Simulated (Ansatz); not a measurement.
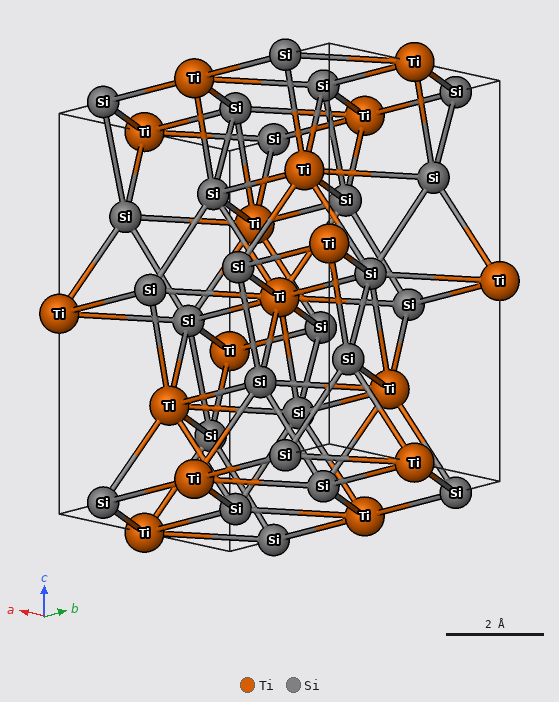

The structure (ball-and-stick view of the cell 4 times as large as that of the calculation, set on its symmetry axes, seen at an oblique angle). An atom can appear more than once, as a periodic image.

## Single-point calculation of TiSi₂

The run: single-point calculation of TiSi₂ (Fddd, 6 atoms in the cell). Method and program: DFT r2SCAN, scalar-relativistic, plane waves, PAW, no spin polarisation (Ansatz 0.2.0).

The structure derives from an entry of the Crystallography Open Database. It belongs to a series of runs on one base structure; here: bulk in the cell of the (0 1 0) plane.

## The input
```yaml
crystal:
  lattice:
    - [4.7806857144, 0.0, 0.0]
    - [-2.3903428572, 4.2581108938, 0.0]
    - [2.3903428572, 0.0, 4.1159871612]
  atoms:
    - { symbol: Ti, position: [0.25, 0.5, 0.5] }
    - { symbol: Ti, position: [0.5, 0.0, 0.0] }
    - { symbol: Si, position: [0.9126699721, 0.5, 0.1746600558] }
    - { symbol: Si, position: [0.5873300279, 0.5, 0.8253399442] }
    - { symbol: Si, position: [0.8373300279, 0.0, 0.3253399442] }
    - { symbol: Si, position: [0.1626699721, 0.0, 0.6746600558] }
basis:
  ecutwfc: 500
kpoints:
  mp_grid: { grid: [8, 8, 9] }
hamiltonian:
  xc: r2scan
scf:
  occupations: { method: gaussian, width: 0.1 }
output:
  forces: true
  stress: true
  eigenvalues: true
  write_density: true
  write_potential: true
  elf: true
  volumetric_format: npy
```

Run on 2 threads of AMD EPYC (Zen 3), 32 GiB of memory available, shared host.

Launch command:
```bash
ansatz run input.yaml --threads 2 --pin off --max-ram 5120MiB --backend cpu --events-out ev --progress --plain --runs-dir out
```

## Output
```
Warning: crystal.symmetry: narrowed to the stabiliser of the k-point mesh — unitary ops 8 → 4; excluded 4 operations that carry a point of the 8×8×9 mesh (shift [0, 0, 0]) off the mesh (the run samples exactly the mesh kpoints.mp_grid names, as under crystal.symmetry.detect: false, and its converged state has the mesh's symmetry, not the crystal's; ε∞, the Born charges and the force constants of a linear response (`dielectric:` by the response, `phonons.method: dfpt`) are averaged over those of the crystal's operations that the state keeps within a tolerance, where `mesh_tensors`, `unaveraged_element` or `gamma_mean_max_change_ev_ang2` stands beside them; a row that `dielectric.field_direction` solves alone is averaged likewise, with nothing beside; a Γ-centred mesh of equal divisions is mapped onto itself by every operation and keeps the whole group, as does a half-shifted one under kpoints.further_shifts: images)
Engine: ansatz 0.2.0, x86_64-unknown-linux-gnu
Pseudopotentials: kind: paw
Pseudopotential: Ti, paw, valence charge 12, recommended cutoff 500 eV (meta_gga), Ti.paw.azcp
Pseudopotential: Si, paw, valence charge 4, recommended cutoff 500 eV (meta_gga), Si.paw.azcp
Functional definition: r2SCAN
  parameter k0 = 0.174
  parameter k1 = 0.065
  parameter a1 = 4.9479
  exchange = r2scan_x(k0 = k0, k1 = k1, a1 = a1)
  correlation = r2scan_c
Crystal: 6 atoms, lattice volume = 83.788 Å³
Basis set: ecut = 500 eV, 2129 PW (Γ), exchange–correlation on 144×144×144 points (64 copies of the dense FFT grid, shifted against one another)
Bands: 26, of which v1, the nominal top of the filled ones, is band 20 counted from 1 (19 counted from 0)
Symmetry: 4 space group operations
k-points: 165 of 576
Non-local potential: Ti, projectors of the file, l = 0: 3, l = 1: 2, l = 2: 3, l = 3: 1
Non-local potential: Si, projectors of the file, l = 0: 2, l = 1: 2, l = 2: 2
PAW form: soft (Blöchl's): semilocal exchange-correlation on the pseudo side does not see the compensation charge
PAW frozen core: Ti, regenerated for the run's functional (the file was generated under x = pbe(κ = 0.804, μ = 0.2195149727645171), c = pbe(β = 0.06672455060314922))
PAW frozen core: Si, regenerated for the run's functional (the file was generated under x = pbe(κ = 0.804, μ = 0.2195149727645171), c = pbe(β = 0.06672455060314922))
PAW one-centre angular grid: Ti, 590 points (default); XC on 160 Gauss nodes
PAW one-centre angular grid: Si, 302 points (default); XC on 160 Gauss nodes
Initial density: superposition of atomic densities (neutral atoms: chi_scale 0, normalization atom), corrected by the library's trained network
Initial wavefunctions: pseudopotential atomic-orbital guess
Functional: x = r2scan, c = r2scan; τ floored in thin density (d = 2e-4 eV/Å³)
SCF iter   1: F=—  HF=-7568.079623 eV  |F-HF|=—  |Δ(HF+E_count)|=         —  Δρ=9.28e-3  dr2=6.08e-2  dr2_τ=5.07e-2  ethr=1.77e-3  ⟨swp⟩=6.1  Hψ=21575  notcnv=0  defer=2
preconditioner: auto → Kerker (q_TF=auto, 2.412 Å⁻¹)  [metal: Δε(μ)=0.017 eV  Ē_g=6.908 eV  σ=0.100 eV  W_gap=0.10  n_scr=16 (ndim 8)  ℏωp=19.9 eV  f_vac=0.000  D(μ)=1.56/eV (n_scr^D=12)]
SCF iter   2: F=—  HF=-7568.195847 eV  |F-HF|=—  |Δ(HF+E_count)|=   1.16e-1  Δρ=3.99e-3  dr2=1.31e-2  dr2_τ=8.97e-4  ethr=1.52e-4  ⟨swp⟩=2.0  Hψ=9486  notcnv=0  defer=224
SCF iter   3: F=—  HF=-7568.196330 eV  |F-HF|=—  |Δ(HF+E_count)|=   4.83e-4  Δρ=2.40e-3  dr2=4.66e-3  dr2_τ=6.67e-5  ethr=3.27e-5  ⟨swp⟩=1.0  Hψ=4066  notcnv=0  defer=224
SCF iter   4: F=—  HF=-7568.196188 eV  |F-HF|=—  |Δ(HF+E_count)|=   1.42e-4  Δρ=2.09e-4  dr2=3.24e-5  dr2_τ=8.09e-7  ethr=1.16e-5  ⟨swp⟩=2.0  Hψ=6043  notcnv=0  defer=224
SCF iter   5: F=—  HF=-7568.196203 eV  |F-HF|=—  |Δ(HF+E_count)|=   1.53e-5  Δρ=3.66e-5  dr2=7.79e-7  dr2_τ=5.67e-8  ethr=8.11e-8  ⟨swp⟩=2.2  Hψ=6540  notcnv=0  defer=224
SCF iter   6: F=-7568.196204 eV  HF=-7568.196204 eV  |F-HF|=5.16e-9  |Δ(HF+E_count)|=   3.47e-7  Δρ=8.44e-6  dr2=5.35e-8  dr2_τ=9.96e-10  ethr=2.50e-10  ⟨swp⟩=13.0  Hψ=29789  notcnv=0
SCF 1 converged in 6 iterations: F = -7568.196204 eV  dr2 = 5.35e-8
  greatest PAW one-centre occupation: 1.002 electrons in one spin orbital (limit 2), on the Ti atom at site 1 (counted from 0), in its partial waves of l = 1
SCF converged after 6 iterations
Free energy (F): -7568.196204 eV
Harris-Foulkes:  -7568.196204 eV  (|F-HF|=5.16e-9)
Internal energy: -7568.188252 eV  (E = F + TS)
E sigma→0 (E₀):  -7568.192228 eV
Entropy (-TS):   -0.007952 eV (-1.325 meV/atom)
Fermi energy:    12.704552 eV
--- Per-component energies (eV) ---
  E_band       = -244.503850
  E_kinetic    = 720.512118
  E_local      = -2014.268453  (includes V_loc(G=0)·N_el)
  E_nonlocal   = 111.461513
  E_hartree    = 879.224558
  E_xc         = -399.423303
  E_vxc        = -476.770934  (∫ρ·V_xc dr)
  E_paw        = -4191.498916  (= ΣΔE_a)
  E_vpaw       = -370.871753  (= ΣTr[D̂ρ^β])
  E_aug_tail   = 0.000202  (compensation charges beyond the density's cutoff)
  E_vtau       = 26.988251  (kinetic-family band-sum trace: ∫τ·v_τ [+ j·A + Jᵃ·Aᵃ] dr)
  E_ewald      = -2673.383324
  E_core_change = -0.812646  (= ΣΔE_core)
  E_smearing   = -0.007952  (= −TS)
  E_closure    = -0.000000  (closes the sum)
  Σ components = -7568.196204   (vs F -7568.196204, Δ=0.00e0)
--- Forces (eV/Å), atoms counted from 1 ---
  atom   1  Ti     0.00000000     0.00121727     0.00000000
  atom   2  Ti     0.00000000    -0.00121727     0.00000000
  atom   3  Si     0.00265257    -0.00133535    -0.01524519
  atom   4  Si    -0.00265257    -0.00133535     0.01524519
  atom   5  Si    -0.00265257     0.00133535     0.01524519
  atom   6  Si     0.00265257     0.00133535    -0.01524519
  max |Σ_I F_I| component: 0.00e0 eV/Å
--- Stress (GPa, compression-positive) ---
       -0.108233       0.000000      -0.127417
        0.000000      -0.008757       0.000000
       -0.127417       0.000000       0.028241
  P = ⅓ Tr σ = -0.0296 GPa (-0.296 kbar)
--- Band table (eV; the first three rows and the last of 165) ---
  k-point 0: bands = ["-45.9616", "-45.9312", "-21.2929", "-21.2770", "-21.2029", "-21.1876", "-21.1592", "-21.1576", "-0.6980", "5.6442", "6.6909", "6.8885", "7.2871", "8.6255", "8.7790", "9.9070", "10.2504", "10.3650", "10.6688", "11.1209", "11.7013", "14.9552", "16.0499", "16.3405", "16.3426", "16.3465"]
  k-point 1: bands = ["-45.9607", "-45.9321", "-21.2914", "-21.2740", "-21.2087", "-21.1856", "-21.1618", "-21.1571", "-0.5853", "5.2284", "6.1122", "6.9229", "8.4244", "8.4350", "8.5234", "9.8746", "10.4848", "10.6226", "10.8008", "10.9510", "11.5765", "14.8260", "16.0585", "16.1630", "16.2092", "16.3744"]
  k-point 2: bands = ["-45.9580", "-45.9347", "-21.2870", "-21.2651", "-21.2221", "-21.1800", "-21.1737", "-21.1542", "-0.2517", "4.0869", "6.2082", "7.0272", "7.8600", "8.2876", "9.6460", "9.8375", "10.6337", "10.9259", "11.0597", "11.1111", "11.4112", "14.5793", "15.9937", "15.9982", "16.0269", "16.2770"]
  k-point 164: bands = ["-45.9558", "-45.9366", "-21.3003", "-21.2859", "-21.2089", "-21.1963", "-21.1543", "-21.1486", "0.9778", "3.7736", "4.2716", "5.9739", "7.3663", "7.5179", "9.4113", "9.5820", "11.2511", "12.1393", "12.7856", "13.0856", "13.1456", "14.2652", "14.3454", "14.9062", "15.2742", "15.6906"]
```

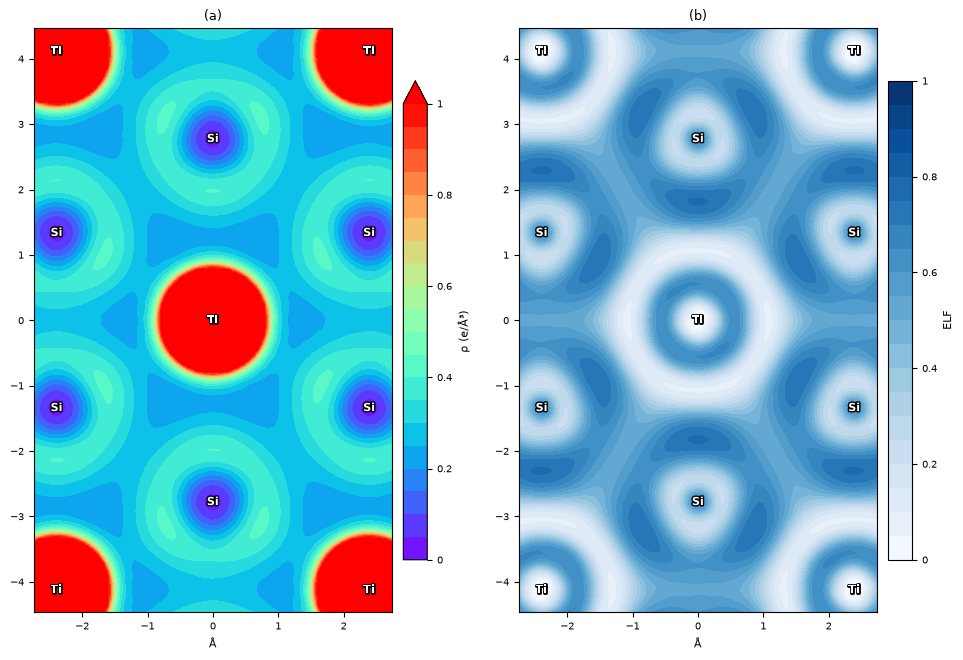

(a) valence charge density (pseudo); (b) electron localisation function on the (001) plane of the conventional cell. Atoms in the plane: Ti and Si. Ti–Si (2.74 Å): ρ is about 0.27 e/Å³ halfway; the ELF is about 0.40 at the midpoint. Away from the nuclei the density in this plane falls to 0.21 e/Å³ at its lowest. The strong features right at Ti lie inside the PAW spheres (semicore, d or f shells) and say nothing about bonding. The fields are those of the smooth PAW valence density.

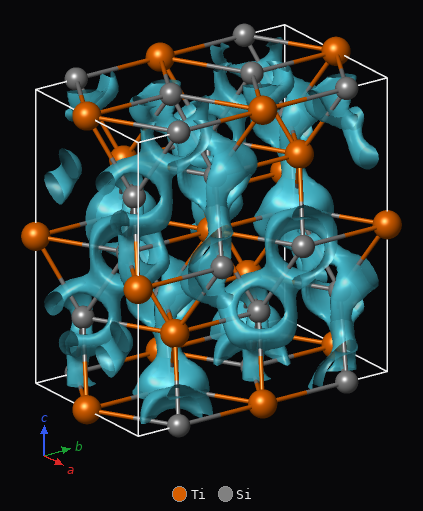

Isosurface of the electron localisation function at 0.7 (cyan), seen at an oblique angle. Only the valence region is drawn (cores and ρ < 0.01 e/Å³ removed). Sticks mark near contacts. The outline is the cell set on symmetry axes. The ELF exceeds this value in channels that run through the cell in one direction, counted in one cell of 24 atoms.  Values along the shortest contacts: Ti–Si (2.55 Å): the ELF is about 0.40 at the midpoint.

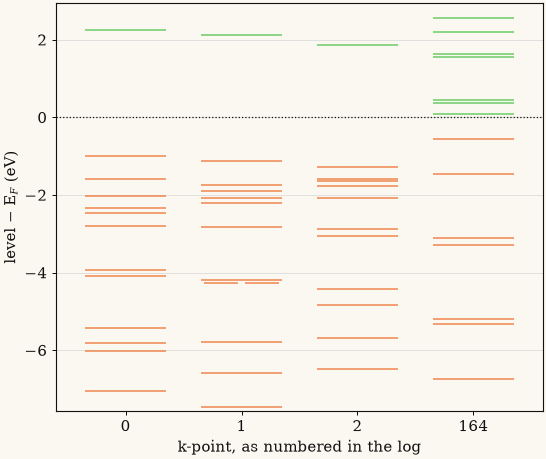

Kohn–Sham levels near the Fermi level (dotted) at the few k-points that the log prints; levels within 0.02 eV of each other stand side by side. The system is metallic on the full mesh.

## Key numbers

| quantity | value |
| --- | --- |
| outcome | converged |
| space group (tolerance 0.01 Å) | Fddd (70) |
| electrons treated | 40 |
| free energy | −7568.1962 eV |
| Fermi energy | 12.705 eV |
| gap on the k-point mesh | none (metallic) |
| pressure | −0.03 GPa |
| largest force (length of the vector) | 0.016 eV/Å |
| wall time | 20 s (CPU time 40 s) |
| peak memory | 0.83 GiB |

Warnings of the run: the k-point mesh lowers the symmetry that the run can use.
